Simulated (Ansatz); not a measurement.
```yaml
crystal:
  lattice:
    - [2.43132, 0.00000, -2.43132]
    - [-2.43132, 2.43132, 0.00000]
    - [5.83322, 5.83322, 5.83322]
  atoms:
    - { symbol: Zr, position: [0.00000, 0.00000, 0.00000] }
    - { symbol: Zr, position: [0.66667, 0.33333, 0.33333] }
    - { symbol: Zr, position: [0.33333, 0.66667, 0.66667] }
    - { symbol: S, position: [0.33333, 0.66667, 0.16667] }
    - { symbol: S, position: [0.00000, 0.00000, 0.50000] }
    - { symbol: S, position: [0.66667, 0.33333, 0.83333] }
```

Space group R-3m; PAW files of the earlier set (soft_1).

Theory: DFT PBEsol, scalar-relativistic, plane waves, PAW in Ansatz 0.2.0.

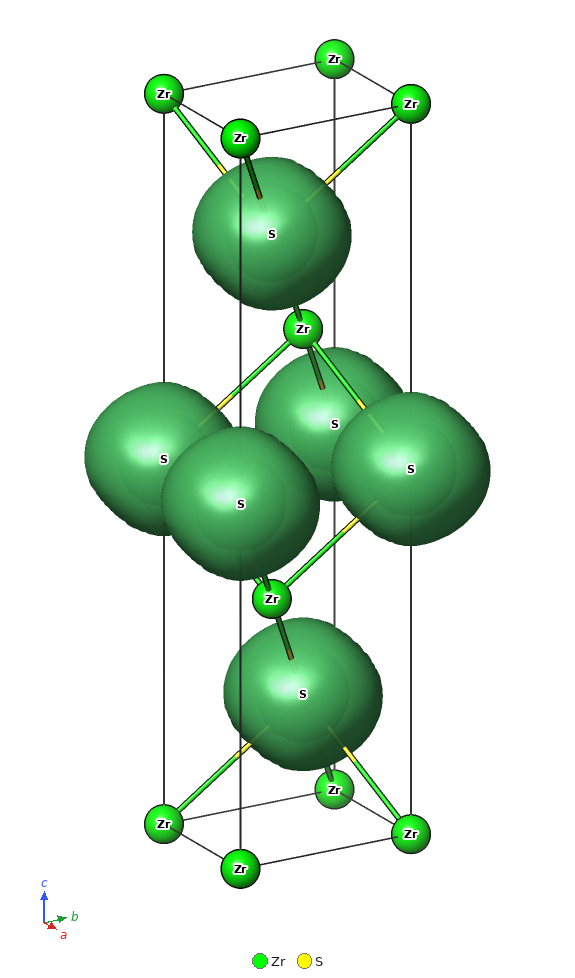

ZrS. Isosurface of the electron localisation function at 0.75 (green), seen slightly off an axis. Only the valence region is drawn (cores and ρ < 0.01 e/Å³ removed). Sticks mark near contacts.

Core electrons are frozen (PAW), and the valence fields are smoothed inside the atomic spheres.

**Where are the electrons localised?**

At this value the surface marks out three regions wrapped around S (the valence shell of each), counted in one cell of 6 atoms. Any copies at cell faces, edges or corners count once.

Values along the shortest contacts:
Zr–S (2.60 Å): the ELF peaks at about 0.85 in the valence shell of S, 0.8 Å from its nucleus, and is about 0.25 at the midpoint: no shared electron pair shows on this line.

**Does the calculation give a band gap?**

It is gapless in this calculation (a metal or semimetal).
